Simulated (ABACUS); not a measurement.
AlN: converge calculation (part 2 of 2)

The same run, continued: AlN (2 atoms in the cell); Kohn-Sham DFT of a periodic cell, PBE, PseudoDojo NC SR 0.5 PBE standard, no spin polarisation (ABACUS 3.10.1); cutoff 625.86 eV, 6×6×6 k-mesh, methfessel-paxton of 0.1 eV. The structure derives from a Materials Project entry. It belongs to a series of runs on one base structure; here: ecutwfc = 46. The settings are looser than a standard set-up, so the numbers are not reference values.

Geometry of the input (Å; fractional positions):
```
0.0000  2.1840  2.1840
2.1840  0.0000  2.1840
2.1840  2.1840  0.0000
Al 0.0016  0.0080  -0.0039
N  0.2478  0.2494  0.2512
```

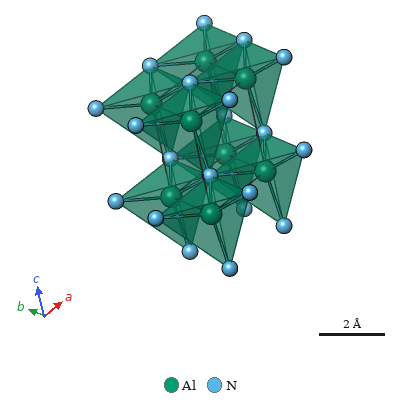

*The structure (polyhedral view of the cell of the calculation, seen slightly off an axis; polyhedra are completed across the faces of the cell).*

## What the program printed, continued
```
----------------------------------------------------------
     Energy           Rydberg                 eV
----------------------------------------------------------
 E_KohnSham     -25.3512327497       -344.9212167197
 E_Harris       -23.0936889383       -314.2057574000
 E_Fermi        0.4204515225         5.7205364392
----------------------------------------------------------

 PW ALGORITHM --------------- ION=   1  ELEC=   2--------------------------------

 Density error is 0.198945779881
                          Error Threshold = 0.0067368116233
----------------------------------------------------------
     Energy           Rydberg                 eV
----------------------------------------------------------
 E_KohnSham     -25.5021565618       -346.9746405289
 E_Harris       -27.0397824025       -367.8951133536
 E_Fermi        0.7396929574         10.0640389910
----------------------------------------------------------

 PW ALGORITHM --------------- ION=   1  ELEC=   3--------------------------------

 Density error is 0.0024885559214
                          Error Threshold = 0.00248682224851
----------------------------------------------------------
     Energy           Rydberg                 eV
----------------------------------------------------------
 E_KohnSham     -25.5406371589       -347.4981959117
 E_Harris       -25.4713248322       -346.5551533274
 E_Fermi        0.5155444670         7.0143423231
----------------------------------------------------------

 PW ALGORITHM --------------- ION=   1  ELEC=   4--------------------------------

 Density error is 0.000126531987083
                          Error Threshold = 3.11069490175e-05
----------------------------------------------------------
     Energy           Rydberg                 eV
----------------------------------------------------------
 E_KohnSham     -25.5411714953       -347.5054659308
 E_Harris       -25.5211760269       -347.2334136264
 E_Fermi        0.5217670692         7.0990051703
----------------------------------------------------------

 PW ALGORITHM --------------- ION=   1  ELEC=   5--------------------------------

 Density error is 1.29618956072e-05
                          Error Threshold = 1.58164983854e-06
----------------------------------------------------------
     Energy           Rydberg                 eV
----------------------------------------------------------
 E_KohnSham     -25.5411795743       -347.5055758516
 E_Harris       -25.5329059245       -347.3930070713
 E_Fermi        0.5228100964         7.1131962826
----------------------------------------------------------

 PW ALGORITHM --------------- ION=   1  ELEC=   6--------------------------------

 Density error is 1.11004764049e-06
                          Error Threshold = 1.6202369509e-07
----------------------------------------------------------
     Energy           Rydberg                 eV
----------------------------------------------------------
 E_KohnSham     -25.5411830085       -347.5056225765
 E_Harris       -25.5446479150       -347.5527650473
 E_Fermi        0.5236659299         7.1248404956
----------------------------------------------------------

 PW ALGORITHM --------------- ION=   1  ELEC=   7--------------------------------

 Density error is 9.35808784789e-08
                          Error Threshold = 1.38755955061e-08
----------------------------------------------------------
     Energy           Rydberg                 eV
----------------------------------------------------------
 E_KohnSham     -25.5411830941       -347.5056237408
 E_Harris       -25.5419938726       -347.5166549486
 E_Fermi        0.5234561914         7.1219868560
----------------------------------------------------------

 PW ALGORITHM --------------- ION=   1  ELEC=   8--------------------------------

 Density error is 6.21877733899e-09
                          Error Threshold = 1.16976098099e-09
----------------------------------------------------------
     Energy           Rydberg                 eV
----------------------------------------------------------
 E_KohnSham     -25.5411831194       -347.5056240852
 E_KS(sigma->0) -25.5411868765       -347.5056752037
 E_Harris       -25.5409194539       -347.5020367314
 E_band         1.1176308015         15.2061471602
 E_one_elec     -0.8596583253        -11.6962515574
 E_Hartree      5.5990848307         76.1794572823
 E_xc           -8.4819242802        -115.4025002147
 E_Ewald        -21.7986966160       -296.5864829510
 E_entropy(-TS) 0.0000112714         0.0001533555
 E_descf        0.0000000000         0.0000000000
 E_exx          0.0000000000         0.0000000000
 E_Fermi        0.5233875001         7.1210522632
----------------------------------------------------------

 charge density convergence is achieved
 final etot is -347.50562409 eV
 EFERMI = 7.1210522632 eV

 STATE ENERGY(eV) AND OCCUPATIONS    NSPIN == 1
 1/28 kpoint (Cartesian) = 0.0000 0.0000 0.0000 (725 pws)
       1       -8.04858     0.00925926
       2        6.91597     0.00932186
       3        6.98584     0.00956823
       4        7.06387     0.00839787
       5        11.1352   -1.45099e-88
       6        19.5441   -4.49060e-88
       7        19.5548   -4.49445e-88
       8        19.5636   -4.49763e-88

 2/28 kpoint (Cartesian) = -0.038156 0.038156 0.038156 (730 pws)
       1       -7.65356      0.0185185
       2        5.13782      0.0185185
       3        6.78111      0.0185187
       4        6.89304      0.0185726
       5        12.5872   -3.95176e-88
       6        18.6429   -8.32966e-88
       7        19.6861   -9.08381e-88
       8        19.7398   -9.12267e-88

 3/28 kpoint (Cartesian) = -0.076313 0.076313 0.076313 (751 pws)
       1       -6.67929      0.0185185
       2        2.42218      0.0185185
       3        6.52997      0.0185185
       4        6.63482      0.0185185
       5        13.9778   -4.95704e-88
       6        17.4012   -7.43197e-88
       7        18.6765   -8.35396e-88
       8        18.7558   -8.41126e-88

 4/28 kpoint (Cartesian) = -0.11447 0.11447 0.11447 (754 pws)
       1       -6.02109     0.00925926
       2        1.11792     0.00925926
       3        6.41589     0.00925926
       4        6.51765     0.00925926
       5        14.3526   -2.61401e-88
       6        16.8724   -3.52485e-88
       7        18.0962   -3.96723e-88
       8        18.1699   -3.99386e-88

 5/28 kpoint (Cartesian) = 0.038156 -0.038156 0.038156 (730 pws)
       1       -7.65392      0.0185185
       2        5.16183      0.0185185
       3        6.78061      0.0185187
       4        6.85775      0.0185301
       5        12.5991   -3.96031e-88
       6        18.6452   -8.33133e-88
       7        19.6827   -9.08134e-88
       8        19.7214   -9.10937e-88

 6/28 kpoint (Cartesian) = 0.0000 0.0000 0.076313 (737 pws)
       1       -7.52476      0.0185185
       2        5.23771      0.0185185
       3        6.40063      0.0185185
       4        6.52789      0.0185185
       5        12.8491   -4.14106e-88
       6        18.1502   -7.97346e-88
       7        19.6152   -9.03254e-88
       8        20.2864   -9.51780e-88

[... levels at 22 further k points ...]

------------------------------------------------------------------------------------------
 TOTAL-FORCE (eV/Angstrom)
------------------------------------------------------------------------------------------
                       Al1        -0.1075724647         0.0280903835        -0.4030886362
                        N1         0.1075724647        -0.0280903835         0.4030886362
------------------------------------------------------------------------------------------

----------------------------------------------------------------
 TOTAL-STRESS (KBAR)
----------------------------------------------------------------
      -142.2853538090        20.1111324537        -1.5180475025
        20.1111324537      -142.1938875206         5.4089039399
        -1.5180475025         5.4089039399      -143.5627351158
----------------------------------------------------------------
 TOTAL-PRESSURE: -142.680659 KBAR

 --------------------------------------------
 !FINAL_ETOT_IS -347.5056240852051701 eV
 --------------------------------------------
```

## Standard output
```
ABACUS v3.10.1

               Atomic-orbital Based Ab-initio Computation at UStc                    Local thread limit: 128

 UNIFORM GRID DIM        : 25 * 25 * 25
 UNIFORM GRID DIM(BIG)   : 25 * 25 * 25
 ---------------------------------------------------------
 Self-consistent calculations for electrons
 ---------------------------------------------------------
 SPIN    KPOINTS         PROCESSORS  THREADS
 1       112             4           4
 ---------------------------------------------------------
 Use plane wave basis
 ---------------------------------------------------------
 ELEMENT NATOM       XC
 Al      1
 N       1
 ---------------------------------------------------------
 Initial plane wave basis and FFT box
 ---------------------------------------------------------
 -------------------------------------------
 SELF-CONSISTENT :
 -------------------------------------------
 START CHARGE      : atomic
 ITER       ETOT/eV          EDIFF/eV         DRHO     TIME/s
 DA1     -3.44921217e+02   0.00000000e+00   5.3894e-01   0.20
 DA2     -3.46974641e+02  -2.05342381e+00   1.9895e-01   0.15
 DA3     -3.47498196e+02  -5.23555383e-01   2.4886e-03   0.13
 DA4     -3.47505466e+02  -7.27001903e-03   1.2653e-04   0.16
 DA5     -3.47505576e+02  -1.09920811e-04   1.2962e-05   0.14
 DA6     -3.47505623e+02  -4.67249169e-05   1.1100e-06   0.17
 DA7     -3.47505624e+02  -1.16431297e-06   9.3581e-08   0.15
 DA8     -3.47505624e+02  -3.44410697e-07   6.2188e-09   0.17
----------------------------------------------------------------
 TOTAL-STRESS (KBAR)
----------------------------------------------------------------
      -142.2853538090        20.1111324537        -1.5180475025
        20.1111324537      -142.1938875206         5.4089039399
        -1.5180475025         5.4089039399      -143.5627351158
----------------------------------------------------------------
 TOTAL-PRESSURE: -142.680659 KBAR
```

## Results in brief

```json
{"quantity": "outcome", "value": "converged"}
{"quantity": "space group (tolerance 0.01 Å)", "value": "Cm (8)"}
{"quantity": "electrons treated", "value": "8"}
{"quantity": "free energy", "value": "−347.5056 eV"}
{"quantity": "Fermi energy of the self-consistent step", "value": "7.121 eV"}
{"quantity": "gap on the k-point mesh", "value": "3.23 eV"}
{"quantity": "pressure", "value": "−14.27 GPa"}
{"quantity": "largest force (length of the vector)", "value": "0.418 eV/Å"}
{"quantity": "wall time", "value": "1.9 s (CPU time 7.3 s)"}
{"quantity": "peak memory", "value": "0.2 GiB"}
```

## Remarks

Settings chosen away from the usual ones: ecutwfc = 46. The settings depart from the standard set-up of this series, which can bear on the numbers.
